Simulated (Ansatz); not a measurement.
**S: density, localisation and related maps**

Input file:

```
crystal:
  lattice:
    - [1.53204982, -4.8820357271, 0.0]
    - [1.53204982, 4.8820357271, 0.0]
    - [0.0, 0.0, 3.7672772308]
  atoms:
    - { symbol: S, position: [0.9484515817, 0.0515484183, 0.25] }
    - { symbol: S, position: [0.0515484183, 0.9484515817, 0.75] }
basis:
  ecutwfc: 420
kpoints:
  mp_grid: { grid: [18, 18, 14] }
hamiltonian:
  xc: pbe
scf:
  occupations: { method: gaussian, width: 0.1 }
output:
  forces: true
  stress: true
  eigenvalues: true
  write_density: true
  write_potential: true
  elf: true
  volumetric_format: npy
relax:
  adjacent_minimum: "off"
  f_tol: 0.01
  max_steps: 80
  cell: { stress_tol: 0.05 }
```

Launched as:

```sh
ansatz run input.yaml --threads 1 --pin off --max-ram 2560MiB --backend cpu --events-out ev --progress --plain --runs-dir out
```

Below, planes, directions and counts refer to the conventional cell (a = 3.36 Å, b = 10.16 Å, c = 3.58 Å, α = 90.00°, β = 90.00°, γ = 90.00°).

The fields are those of the relaxed geometry.

Space group Cmcm; a structure generated by program, which may or may not match a known phase.

Method: DFT PBE, scalar-relativistic, plane waves, PAW (Ansatz).

The density is the valence pseudo-density of a PAW calculation; it isn't the true density close to the nuclei.

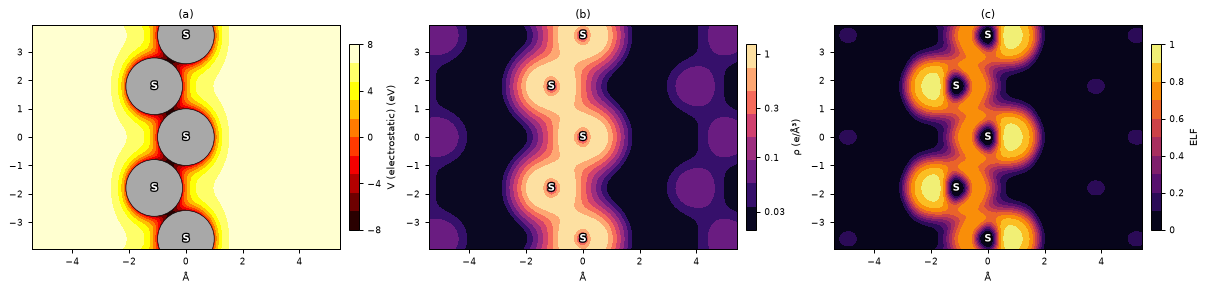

Figure 1. (a) electrostatic potential energy of an electron; (b) valence pseudo-density; (c) electron localisation function on the (100) plane of the conventional cell. Grey discs cover the atomic cores in the potential map.

Describe what can be read from this map.

Atoms in the plane: S.
S–S (2.11 Å): ρ is about 0.88 e/Å³ halfway; the ELF peaks at about 0.75 between the atoms.
Between the atoms the lowest density in this plane is 0.004 e/Å³.
The ELF also peaks beside S, away from the bonds: lone-pair regions.
Outside the cores the potential energy rises away from the atoms and is highest about 2.2 Å from the nearest atoms; its zero is arbitrary.

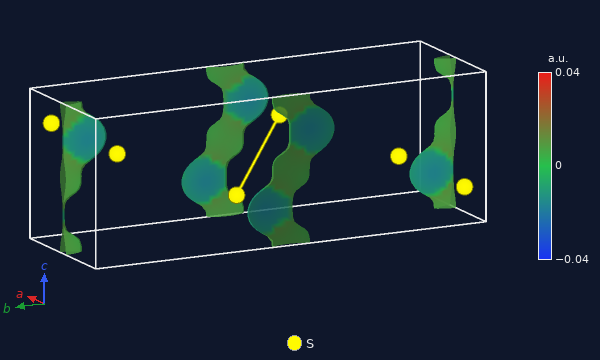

Figure 2. Non-covalent interaction (NCI) plot: the surface where the reduced density gradient is 0.5, for densities under 0.05 a.u., coloured by sign(λ₂)ρ; seen at an oblique angle.

Which non-covalent interactions does the plot reveal?

Extended surface: a weak contact (green) (×2).

Does the calculation give a band gap?

It is gapless in this calculation (a metal or semimetal).
